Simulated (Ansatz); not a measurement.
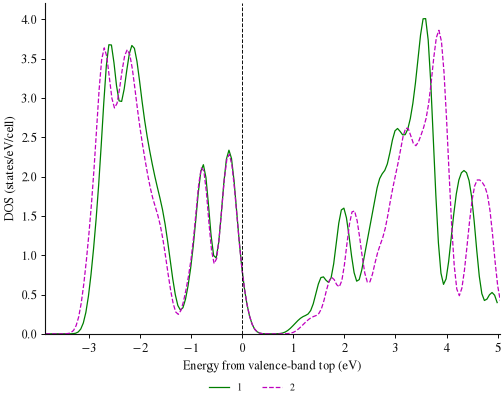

Total densities of states of PbS, space group F-43m, 2 atoms in the cell, zincblende type, hydrostatic strain +2.5%, by two methods on the same cell. The curves are built from the levels of the k mesh with Gaussians 0.3 eV wide, which also blur the band edges. Each is counted from its own valence-band top.

**Which curve is which? The methods: r2SCAN, PBE.**

1 is PBE; 2 is r2SCAN. PBE gives a gap of 1.05 eV and r2SCAN gives a gap of 1.22 eV.

Settings. PBE: DFT, PBE, plane waves, PAW, no spin polarisation, 6×6×6 k mesh, 420 eV cutoff, Fermi-Dirac smearing of 0.02 eV (Ansatz). r2SCAN: DFT, r2SCAN, plane waves, PAW, no spin polarisation, 6×6×6 k mesh, 500 eV cutoff (Ansatz 0.2.0).

Spin-orbit coupling is left out, which matters for Pb.
